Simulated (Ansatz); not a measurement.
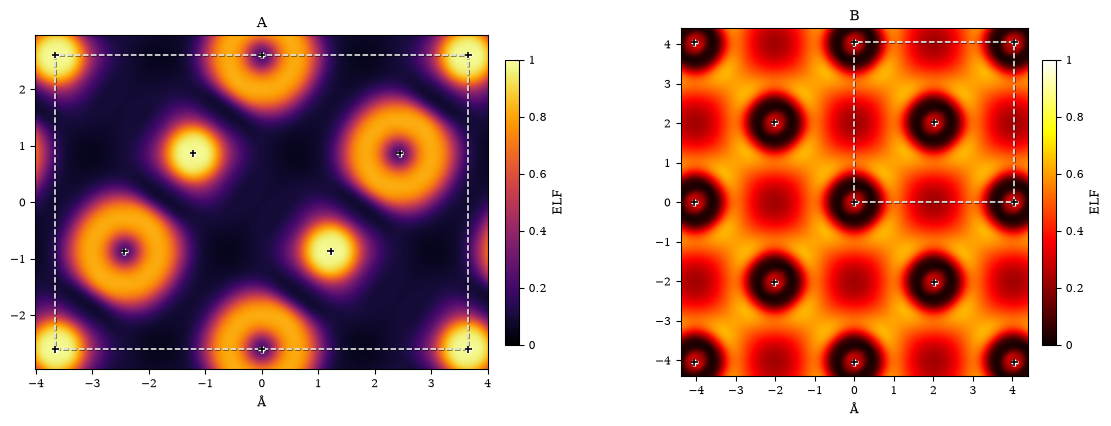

The electron localisation function of 2 systems, each on a plane through atoms (crosses mark nuclei in the plane).

These are results of Kohn-Sham DFT of a periodic cell, PBEsol, Ansatz PAW in Ansatz 0.2.0, not measurements.

System 1: Al, the (001) plane of the conventional cell. Space group Fm-3m.

```
Al
1.0
     4.04961    0.00000    0.00000
     0.00000    4.04961    0.00000
     0.00000    0.00000    4.04961
Al
4
Cartesian
  0.0000 0.0000 0.0000
  2.0248 2.0248 0.0000
  2.0248 0.0000 2.0248
  0.0000 2.0248 2.0248
```

System 2: CoO, the (110) plane of the conventional cell. Space group R-3m; a structure from a database of computed crystals, not necessarily the ambient phase; computed pressure about −9 GPa in this cell; spin-polarised.

```cif
data_structure
_symmetry_space_group_name_H-M 'P 1'
_symmetry_Int_Tables_number 1
_cell_length_a 3.0109
_cell_length_b 3.0109
_cell_length_c 7.3198
_cell_angle_alpha 90.000
_cell_angle_beta 90.000
_cell_angle_gamma 120.000
_cell_volume 57.47
loop_
_atom_site_label
_atom_site_type_symbol
_atom_site_fract_x
_atom_site_fract_y
_atom_site_fract_z
_atom_site_occupancy
Co1 Co 0.00000 0.00000 0.00000 1
Co2 Co 0.66667 0.33333 0.33333 1
Co3 Co 0.33333 0.66667 0.66667 1
O1 O 0.33333 0.66667 0.16667 1
O2 O 0.00000 0.00000 0.50000 1
O3 O 0.66667 0.33333 0.83333 1
```

Which map belongs to which system?

Panel A is system 2, CoO: the plane holds Co and O. Co–O (2.12 Å): the ELF peaks at about 0.80 in the valence shell of O, 0.6 Å from its nucleus, and is about 0.15 at the midpoint: no shared electron pair shows on this line. Panel B is system 1, Al: the plane holds Al. Al–Al (2.86 Å): the ELF peaks at about 0.65 between the atoms.
